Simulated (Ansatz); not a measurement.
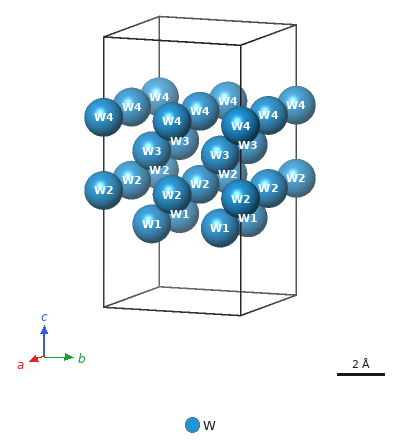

Fig. 1: The structure of run A (spheres-only view of the 2 × 2 repeat of the cell, with the vacuum cut short, seen slightly off an axis; atoms are numbered from 1 in the order of the input). An atom can appear more than once, as a periodic image.

# W: a failed or faulty run and its cure

System: W (slab, 4 atoms in the cell).
Method of run A: DFT, PBE, plane waves, PAW, PAW set soft_1 (Ansatz 0.2.0).

The structure derives from an entry of the Crystallography Open Database. The input holds or restrains some coordinates. Forces given for the steps count only the free coordinates. Text and figures count atoms from 1; the logs count them from 0 in places.

## The input, run A
```yaml
crystal:
  lattice:
    - [3.1836991704, 0.0, 0.0]
    - [0.0, 3.1836991704, 0.0]
    - [0.0, 0.0, 18.7755487556]
  atoms:
    - { symbol: W, position: [0.5, 0.5, 0.3728253214] }
    - { symbol: W, position: [0.0, 0.0, 0.4576084405] }
    - { symbol: W, position: [0.5, 0.5, 0.5423915595] }
    - { symbol: W, position: [0.0, 0.0, 0.6271746786] }
basis:
  ecutwfc: 420
kpoints:
  mp_grid: { grid: [9, 9, 1] }
hamiltonian:
  xc: pbe
  pseudopotentials: { kind: paw, azcp: { folder: soft_1 } }
scf:
  occupations: { method: fermi_dirac, width: 0.3 }
  n_extra_bands: 0
  max_iter: 50
output:
  forces: true
  eigenvalues: true
relax:
  adjacent_minimum: "off"
  f_tol: 0.03
  max_steps: 50
  constraints: [{ sites: [0, 1] }]
efield:
  axis: 3
  dipole_correction: true
  ramp_width: 0.04
```

Command:
```bash
ansatz run input.yaml --threads 8 --pin off --max-ram 22528MiB --backend cpu --events-out ev --progress --plain --runs-dir out
```

Hardware: 8 threads of Arm Neoverse N1, 98 GiB of memory available, shared host.

## Output (run A)
```
Error: inconsistent input (scf.n_extra_bands, scf.occupations.method): n_bands = 28 leaves no empty band above the 28 bands per channel that the deck's 56 electrons occupy, and the occupations search for the Fermi level (a smearing at a finite width, or tetrahedra): a level found among occupied bands alone can fill a metal as an insulator; raise scf.n_extra_bands until at least 29 bands are solved (omitted, it auto-derives to 39) (see scf.n_extra_bands in the input reference)
```

What should be changed in this input?

A setting was made wrong on purpose: too few bands (`scf.n_extra_bands` and `scf.occupations`). Smearing needs empty bands above the Fermi level. The program refused the input: “inconsistent input (scf.n_extra_bands, scf.occupations.method): n_bands = 28 leaves no empty band above the 28 bands per channel that the deck's 56 electrons occupy, and the occupations search for the Fermi level (a smearing at a finite width, or tetrahedra): a level found among occupied bands alone can fill a metal as an insulator …”

A run of the same system that converges differs from this input as follows (lines with − go, lines with + come):
```diff
-  occupations: { method: fermi_dirac, width: 0.3 }
-  n_extra_bands: 0
-  max_iter: 50
+  occupations: { method: gaussian, width: 0.1 }
```

## Output, shortened to warnings, some set-up lines, iterations and results (run B)
```
Basis set: ecut = 420 eV, 3719 PW (Γ), exchange–correlation on 48×48×256 points (8 copies of the dense FFT grid, shifted against one another)
Symmetry: 8 space group operations
k-points: 15 of 81
Initial density: superposition of atomic densities (neutral atoms: chi_scale 0, normalization atom)
[...]
SCF iter   1: F=—  HF=-41541.632440 eV  |F-HF|=—  |Δ(HF+E_count)|=         —  Δρ=4.83e-2  dr2=2.80e1  ethr=3.10e-3  p=0.000 e·Å  D=7.39e-14 V/Å  ΔV_dip=-0.00 eV  …
SCF iter   2: F=—  HF=-41549.047361 eV  |F-HF|=—  |Δ(HF+E_count)|=    7.41e0  Δρ=9.98e-2  dr2=2.11e2  ethr=3.10e-3  p=-0.000 e·Å  D=-4.19e-4 V/Å  ΔV_dip=0.01 eV  …
SCF iter   3: F=—  HF=-41538.916167 eV  |F-HF|=—  |Δ(HF+E_count)|=    1.01e1  Δρ=2.37e-2  dr2=7.34e0  ethr=3.10e-3  p=-0.000 e·Å  D=-6.78e-5 V/Å  ΔV_dip=0.00 eV  …
SCF iter   4: F=—  HF=-41538.227658 eV  |F-HF|=—  |Δ(HF+E_count)|=   6.89e-1  Δρ=6.16e-3  dr2=4.04e-1  ethr=3.10e-3  p=0.000 e·Å  D=4.68e-5 V/Å  ΔV_dip=-0.00 eV  …
SCF iter   5: F=—  HF=-41538.204246 eV  |F-HF|=—  |Δ(HF+E_count)|=   2.34e-2  Δρ=2.49e-3  dr2=1.41e-1  ethr=7.21e-4  p=-0.000 e·Å  D=-9.84e-5 V/Å  ΔV_dip=0.00 eV  …
[... 31 lines ...]
SCF iter   4: F=—  HF=-41538.396831 eV  |F-HF|=—  |Δ(HF+E_count)|=   5.29e-5  Δρ=3.25e-5  dr2=4.03e-6  ethr=1.05e-6  p=0.004 e·Å  D=4.25e-3 V/Å  ΔV_dip=-0.08 eV  …
SCF iter   5: F=—  HF=-41538.396798 eV  |F-HF|=—  |Δ(HF+E_count)|=   3.30e-5  Δρ=1.23e-5  dr2=5.85e-7  ethr=7.20e-9  p=0.004 e·Å  D=4.18e-3 V/Å  ΔV_dip=-0.08 eV  …
SCF iter   6: F=-41538.396798 eV  HF=-41538.396798 eV  |F-HF|=1.49e-8  |Δ(HF+E_count)|=   2.44e-7  Δρ=4.17e-6  dr2=6.47e-8  ethr=1.79e-10  p=0.004 e·Å  D=4.15e-3 V/Å  …
SCF 5 converged in 6 iterations: F = -41538.396798 eV  dr2 = 6.47e-8
relax step   5: F+E_penalty+E_count = -41538.39679837 eV  Δ(F+E_penalty+E_count) = -4.602e-4 eV  max|allowed force component| = 6.305e-3 eV/Å  Δτ_max = 0.0112 Å  (6 SCF …
SCF converged after 6 iterations
Free energy (F): -41538.396798 eV
Harris-Foulkes:  -41538.396798 eV  (|F-HF|=1.49e-8)
Internal energy: -41538.361159 eV  (E = F + TS)
E sigma→0 (E₀):  -41538.378979 eV
Entropy (-TS):   -0.035639 eV (-8.910 meV/atom)
Fermi energy:    4.751578 eV
Dipole field:    D = 0.004270 V/Å  (p = 0.004490 e·Å, saw-weighted, corrected)
Work function:   Φ+ = 4.0976 eV   Φ− = 4.1778 eV
Levels:          The Fermi level and band energies are counted from a zero that moves with the ramp; work functions are not
--- Per-component energies (eV) ---
  E_band       = -1296.499640
  E_kinetic    = 1677.095007
  E_local      = -41684.820003  (includes V_loc(G=0)·N_el)
  E_nonlocal   = -99.044432
  E_hartree    = 20187.495511
  E_xc         = -1063.245709
  E_vxc        = -915.270349  (∫ρ·V_xc dr)
  E_paw        = -34311.046499  (= ΣΔE_a)
  E_vpaw       = -649.454785  (= ΣTr[D̂ρ^β])
  E_aug_tail   = 0.000602  (compensation charges beyond the density's cutoff)
  E_efield     = 0.000010  (sawtooth field / dipole correction)
  E_vefield    = 0.003991  (∫n·V_field dr)
  E_ewald      = 13755.204354
  E_smearing   = -0.035639  (= −TS)
  E_closure    = -0.000000  (closes the sum)
  Σ components = -41538.396798   (vs F -41538.396798, Δ=0.00e0)
--- Forces (eV/Å), atoms counted from 1 ---
  atom   1  W     -0.00000000     0.00000000     1.93710856
  atom   2  W     -0.00000000     0.00000000    -1.94203491
  atom   3  W     -0.00000000     0.00000000     0.00630501
  atom   4  W     -0.00000000     0.00000000    -0.00163014
  max |Σ_I F_I| component: 2.51e-4 eV/Å
--- Relaxed structure (5 steps of the walk, 5 accepted, 0 SCFs on fresh bases) ---
  F+E_penalty+E_count = -41538.39679837 eV   max|allowed force component| = 6.305e-3 eV/Å
  atoms:
    - { symbol: W, position: [0.5, 0.5, 0.3728253214] }
    - { symbol: W, position: [0.0, 0.0, 0.4576084405] }
    - { symbol: W, position: [0.5, 0.5, 0.5459347043101248] }
    - { symbol: W, position: [9.452103911334599e-35, 0.0, 0.6200925291902204] }
```

## The two runs side by side

| quantity | run A | run B |
| --- | --- | --- |
| outcome | refused | converged |
| free energy per atom (eV) | – | −10384.5992 |
| gap on the mesh (eV) | – | 0.00 |
| work function (eV) | – | 4.10 |
| largest force (eV/Å) | – | 1.942 |
| SCF iterations | – | 31 |
| irreducible k-points | – | 15 |

Notes on run B: Spin–orbit coupling is left out, which matters for W.
